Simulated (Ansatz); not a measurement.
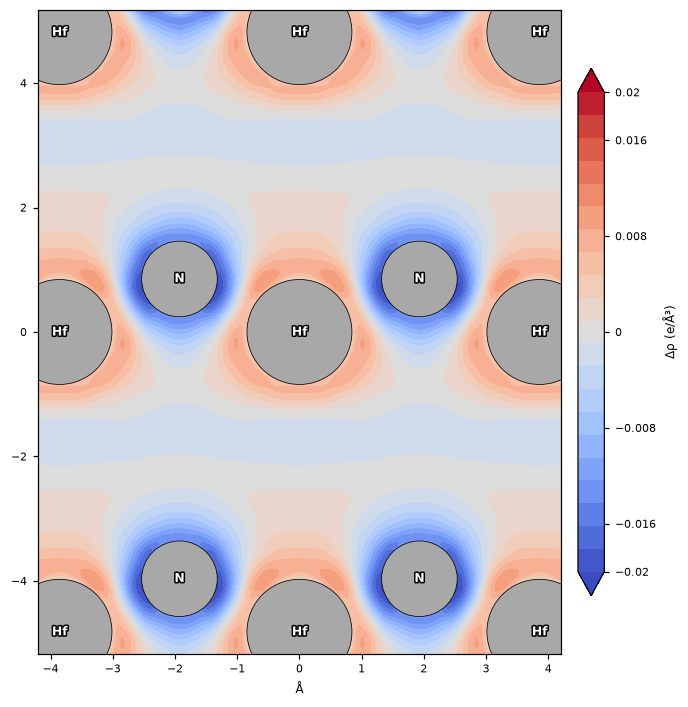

HfN. Difference of the valence pseudo-densities of two functionals at the same geometry, on the (010) plane of the calculation cell: PBE less r2SCAN.

Space group P4/nmm; started from the PbO prototype, which need not be the ambient phase.

Both computed with Ansatz (plane waves, PAW), on the same k-point mesh. Grey discs cover the atomic cores.

Question: Where does the change of functional move the electrons?

Answer: Against r2SCAN, PBE gives more density around Hf (+0.005 e/Å³ on average at 1.2 Å from the nucleus) and less density around N (−0.014 e/Å³ on average at 0.8 Å from the nucleus).
